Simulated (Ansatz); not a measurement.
# MoS2: a changed input and its effect

System: MoS2 (P-3m1, 3 atoms in the cell).
Method of run A: Kohn-Sham DFT of a periodic cell, rPW86-PBE, Ansatz PAW, no spin polarisation (Ansatz 0.2.0).

The structure derives from a Materials Project entry. Text and figures count atoms from 1; the logs count them from 0 in places.

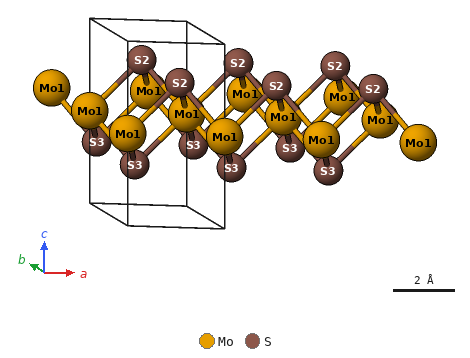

Fig. 1: The structure as given in the input (ball-and-stick view of the cell of the calculation, repeated 3 × 2 × 1, seen slightly off an axis; atoms are numbered from 1 in the order of the input).

### Input, run A
```yaml
crystal:
  lattice:
    - [3.2274645616, 0.0, 0.0]
    - [-1.6137322808, 2.7950663001, 0.0]
    - [0.0, 0.0, 6.31247342]
  atoms:
    - { symbol: Mo, position: [0.0, 0.0, 0.5] }
    - { symbol: S, position: [0.6666666667, 0.3333333333, 0.74468068] }
    - { symbol: S, position: [0.3333333333, 0.6666666667, 0.25531932] }
hamiltonian:
  xc: { exchange: rpw86, correlation: pbe }
  pseudopotentials: { kind: paw }
kpoints:
  mp_grid: { grid: [9, 9, 4] }
scf:
  occupations: { method: fermi_dirac, width: 0.05 }
output:
  forces: true
  stress: true
  write_density: true
  write_potential: true
  elf: true
  volumetric_format: npy
relax:
  f_tol: 0.01
  max_steps: 40
  cell: { stress_tol: 0.05 }
```

Command:
```bash
ansatz run input.yaml --threads 2 --pin off --max-ram 5120MiB --backend cpu --events-out ev --progress --plain --runs-dir out
```

Hardware: 2 threads of Arm Neoverse V1, 24 GiB of memory available, shared host.

### Output, shortened to warnings, some set-up lines, iterations and results (run A)
```
Basis set: ecut = 420 eV, 1137 PW (Γ), exchange–correlation on 48×48×90 points (8 copies of the dense FFT grid, shifted against one another)
Symmetry: 12 space group operations
k-points: 43 of 324
Initial density: superposition of atomic densities (neutral atoms: chi_scale 0, normalization atom), corrected by the library's trained network
[...]
SCF iter   1: F=—  HF=-6831.232769 eV  |F-HF|=—  |Δ(HF+E_count)|=         —  Δρ=1.22e-2  dr2=2.01e-1  ethr=1.77e-3  ⟨swp⟩=6.0  Hψ=3979  notcnv=0
SCF iter   2: F=—  HF=-6831.217155 eV  |F-HF|=—  |Δ(HF+E_count)|=   1.56e-2  Δρ=7.83e-3  dr2=9.67e-2  ethr=7.72e-4  ⟨swp⟩=2.5  Hψ=1488  notcnv=0
SCF iter   3: F=—  HF=-6831.203864 eV  |F-HF|=—  |Δ(HF+E_count)|=   1.33e-2  Δρ=6.28e-4  dr2=4.68e-4  ethr=3.72e-4  ⟨swp⟩=2.6  Hψ=1124  notcnv=0
SCF iter   4: F=—  HF=-6831.203870 eV  |F-HF|=—  |Δ(HF+E_count)|=   6.21e-6  Δρ=2.21e-4  dr2=2.54e-5  ethr=1.80e-6  ⟨swp⟩=2.0  Hψ=1115  notcnv=0
SCF iter   5: F=—  HF=-6831.203668 eV  |F-HF|=—  |Δ(HF+E_count)|=   2.01e-4  Δρ=5.72e-5  dr2=1.92e-6  ethr=9.77e-8  ⟨swp⟩=2.0  Hψ=1129  notcnv=0
[... 40 lines ...]
SCF iter   3: F=—  HF=-6831.263755 eV  |F-HF|=—  |Δ(HF+E_count)|=   7.15e-9  Δρ=5.32e-6  dr2=3.01e-8  ethr=3.52e-10  ⟨swp⟩=2.0  Hψ=1290  notcnv=0
SCF iter   4: F=—  HF=-6831.263755 eV  |F-HF|=—  |Δ(HF+E_count)|=   1.27e-9  Δρ=8.49e-7  dr2=3.20e-10  ethr=1.16e-10  ⟨swp⟩=2.0  Hψ=802  notcnv=0
SCF iter   5: F=-6831.263755 eV  HF=-6831.263755 eV  |F-HF|=7.28e-12  |Δ(HF+E_count)|=  6.00e-11  Δρ=1.24e-7  dr2=1.24e-11  ethr=1.00e-12  ⟨swp⟩=7.1  Hψ=3820  notcnv=0
SCF 7 converged in 5 iterations: F = -6831.263755 eV  dr2 = 1.24e-11
relax step   7: F+E_penalty+E_count = -6831.26375464 eV  Δ(F+E_penalty+E_count) = -8.838e-4 eV  max|allowed force component| = 5.209e-4 eV/Å  Δτ_max = 0.0000 Å  P = +0.005 …
basis re-selected at this cell: Δ(F+E_penalty+E_count) = -8.838e-4 eV, ΔP = +0.001 GPa vs the last step (what re-selecting the basis moved, of the pressure what is left beyond the Pulay correction that the steps carried, after the strain that the cell walked since its last selection, with what the …
SCF converged after 5 iterations
Free energy (F): -6831.263755 eV
Harris-Foulkes:  -6831.263755 eV  (|F-HF|=7.28e-12)
Internal energy: -6831.253447 eV  (E = F + TS)
E sigma→0 (E₀):  -6831.258601 eV
Entropy (-TS):   -0.010308 eV (-3.436 meV/atom)
Fermi energy:    9.059810 eV
--- Per-component energies (eV) ---
  E_band       = -204.037863
  E_kinetic    = 652.406041
  E_local      = -2218.323952  (includes V_loc(G=0)·N_el)
  E_nonlocal   = 197.620368
  E_hartree    = 859.283142
  E_xc         = -379.975057
  E_vxc        = -401.977445  (∫ρ·V_xc dr)
  E_paw        = -4467.532565  (= ΣΔE_a)
  E_vpaw       = -152.329318  (= ΣTr[D̂ρ^β])
  E_aug_tail   = 0.000050  (compensation charges beyond the density's cutoff)
  E_ewald      = -1474.809130
  E_core_change = 0.077656  (= ΣΔE_core)
  E_smearing   = -0.010308  (= −TS)
  E_closure    = 0.000000  (closes the sum)
  Σ components = -6831.263755   (vs F -6831.263755, Δ=0.00e0)
--- Forces (eV/Å), atoms counted from 1 ---
  atom   1  Mo     0.00000000    -0.00000000     0.00000000
  atom   2  S      0.00000000    -0.00000000    -0.00052089
  atom   3  S     -0.00000000     0.00000000     0.00052089
  max |Σ_I F_I| component: 1.04e-17 eV/Å
--- Stress (GPa, compression-positive) ---
        0.000245       0.000000      -0.000000
        0.000000       0.000245       0.000000
       -0.000000       0.000000       0.015284
  P = ⅓ Tr σ = 0.0053 GPa (0.053 kbar)
--- Relaxed structure (6 steps of the walk, 6 accepted, 1 SCFs on fresh bases) ---
  F+E_penalty+E_count = -6831.26375464 eV   max|allowed force component| = 5.209e-4 eV/Å   (the final SCF, on the basis selected at the relaxed cell)
  cell:  # Å, volume = 61.2299 Å³
    - [3.2834783192576236, -1.773190696245535e-32, 2.326555446554506e-32]
    - [-1.6417391596288118, 2.8435756372525334, 5.8167624735138776e-18]
    - [5.393090416747249e-32, 1.3136775504325156e-17, 6.55789493594434]
  atoms:
    - { symbol: Mo, position: [1.925929944387236e-34, 7.703719777548943e-34, 0.5] }
[...]
```

The input of run B differs as follows (lines with − go, lines with + come):
```diff
-  xc: { exchange: rpw86, correlation: pbe }
+  xc: pbe
+  dispersion: d3bj
```

How does run B compare with run A?

The total energies belong to different models, so their difference says nothing on which is more stable or more accurate. The volume per atom goes from 20.41 to 16.89 Å³. The functional changes from one typed by its parts (see the input) to PBE. The SCF takes 49 iterations over all geometry steps against 36.

### Output, shortened to warnings, some set-up lines, iterations and results (run B)
```
Basis set: ecut = 420 eV, 1137 PW (Γ), exchange–correlation on 48×48×90 points (8 copies of the dense FFT grid, shifted against one another)
Symmetry: 12 space group operations
k-points: 43 of 324
Initial density: superposition of atomic densities (neutral atoms: chi_scale 0, normalization atom), corrected by the library's trained network
[...]
SCF iter   1: F=—  HF=-6763.176089 eV  |F-HF|=—  |Δ(HF+E_count)|=         —  Δρ=6.04e-3  dr2=1.63e-2  ethr=1.77e-3  ⟨swp⟩=6.0  Hψ=4006  notcnv=0
SCF iter   2: F=—  HF=-6763.176362 eV  |F-HF|=—  |Δ(HF+E_count)|=   2.73e-4  Δρ=3.33e-3  dr2=1.25e-2  ethr=6.27e-5  ⟨swp⟩=2.1  Hψ=1724  notcnv=0
SCF iter   3: F=—  HF=-6763.173813 eV  |F-HF|=—  |Δ(HF+E_count)|=   2.55e-3  Δρ=4.04e-4  dr2=1.23e-4  ethr=4.83e-5  ⟨swp⟩=2.0  Hψ=989  notcnv=0
SCF iter   4: F=—  HF=-6763.173818 eV  |F-HF|=—  |Δ(HF+E_count)|=   5.33e-6  Δρ=1.31e-4  dr2=8.87e-6  ethr=4.75e-7  ⟨swp⟩=2.0  Hψ=1135  notcnv=0
SCF iter   5: F=—  HF=-6763.173722 eV  |F-HF|=—  |Δ(HF+E_count)|=   9.62e-5  Δρ=2.14e-5  dr2=1.62e-7  ethr=3.41e-8  ⟨swp⟩=2.0  Hψ=1037  notcnv=0
[... 55 lines ...]
SCF iter   4: F=—  HF=-6763.258295 eV  |F-HF|=—  |Δ(HF+E_count)|=   1.50e-9  Δρ=6.76e-7  dr2=2.62e-10  ethr=6.60e-12  ⟨swp⟩=2.7  Hψ=1251  notcnv=0
SCF iter   5: F=-6763.258295 eV  HF=-6763.258295 eV  |F-HF|=1.82e-12  |Δ(HF+E_count)|=  1.27e-11  Δρ=1.02e-7  dr2=5.48e-12  ethr=1.01e-12  ⟨swp⟩=1.0  Hψ=739  notcnv=0
SCF iter   6: F=-6763.258295 eV  HF=-6763.258295 eV  |F-HF|=9.09e-13  |Δ(HF+E_count)|=  9.09e-13  Δρ=2.10e-8  dr2=1.41e-13  ethr=1.00e-12  ⟨swp⟩=4.2  Hψ=3070  notcnv=0
SCF 8 converged in 6 iterations: F = -6763.258295 eV  dr2 = 1.41e-13
relax step   8: F+E_penalty+E_count = -6763.25829520 eV  Δ(F+E_penalty+E_count) = +6.712e-4 eV  max|allowed force component| = 1.945e-4 eV/Å  Δτ_max = 0.0000 Å  P = +0.002 …
basis re-selected at this cell: Δ(F+E_penalty+E_count) = +6.712e-4 eV, ΔP = +0.002 GPa vs the last step (what re-selecting the basis moved, of the pressure what is left beyond the Pulay correction that the steps carried, after the strain that the cell walked since its last selection, with what the …
SCF converged after 6 iterations
Free energy (F): -6763.258295 eV
Harris-Foulkes:  -6763.258295 eV  (|F-HF|=9.09e-13)
Internal energy: -6763.249727 eV  (E = F + TS)
E sigma→0 (E₀):  -6763.254011 eV
Entropy (-TS):   -0.008569 eV (-2.856 meV/atom)
Fermi energy:    12.059933 eV
--- Per-component energies (eV) ---
  E_band       = -131.518117
  E_kinetic    = 656.519615
  E_local      = -1716.935878  (includes V_loc(G=0)·N_el)
  E_nonlocal   = 199.657232
  E_hartree    = 643.899981
  E_xc         = -378.528950
  E_vxc        = -405.085241  (∫ρ·V_xc dr)
  E_paw        = -4401.630538  (= ΣΔE_a)
  E_vpaw       = -153.473847  (= ΣTr[D̂ρ^β])
  E_aug_tail   = 0.000047  (compensation charges beyond the density's cutoff)
  E_ewald      = -1764.879964
  E_disp       = -1.351271  (pairwise vdW)
  E_smearing   = -0.008569  (= −TS)
  E_closure    = -0.000000  (closes the sum)
  Σ components = -6763.258295   (vs F -6763.258295, Δ=0.00e0)
--- Forces (eV/Å), atoms counted from 1 ---
  atom   1  Mo     0.00000000     0.00000000     0.00000000
  atom   2  S     -0.00000000     0.00000000     0.00019453
  atom   3  S      0.00000000    -0.00000000    -0.00019453
  max |Σ_I F_I| component: 6.94e-18 eV/Å
--- Stress (GPa, compression-positive) ---
        0.004106      -0.000000      -0.000000
        0.000000       0.004106      -0.000000
        0.000000      -0.000000      -0.002785
  P = ⅓ Tr σ = 0.0018 GPa (0.018 kbar)
--- Relaxed structure (7 steps of the walk, 7 accepted, 1 SCFs on fresh bases) ---
  F+E_penalty+E_count = -6763.25829520 eV   max|allowed force component| = 1.945e-4 eV/Å   (the final SCF, on the basis selected at the relaxed cell)
  cell:  # Å, volume = 50.6811 Å³
    - [3.1735000892377903, 8.078317522758702e-33, -2.8866521281324424e-32]
    - [-1.5867500446188951, 2.748331696192109, -9.949559842220287e-18]
[...]
```

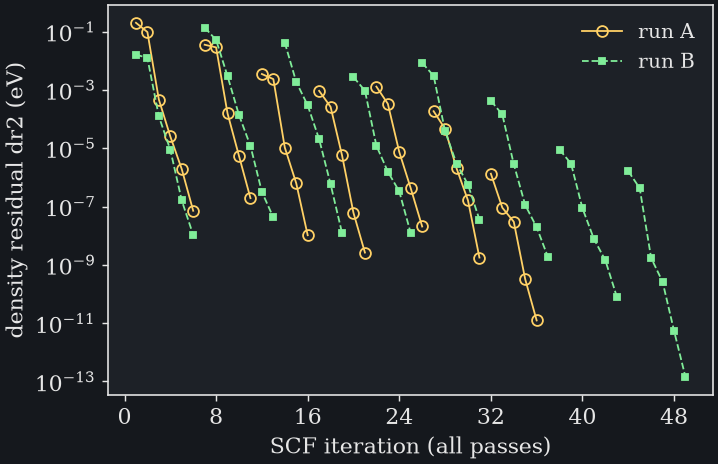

Fig. 2: Convergence of the two runs: density residual dr2 against the SCF iteration. A break in a curve parts two SCF passes. Run A takes 36 iterations in all, and run B takes 49.

### The two runs side by side

```csv
quantity,run A,run B
outcome,converged,converged
free energy per atom (eV),−2277.0879,−2254.4194
"energy per atom, smearing taken to zero (eV)",−2277.0862,−2254.4180
gap on the mesh (eV),0.00,0.00
pressure (GPa),0.01,0.00
volume per atom (Å³),20.41,16.89
largest force (eV/Å),0.001,0.000
SCF iterations,36,49
irreducible k-points,43,43
wall time (shared host),9.4 s,10 s
```

For run A: Points of doubt noted for this run: forces on files of another functional.
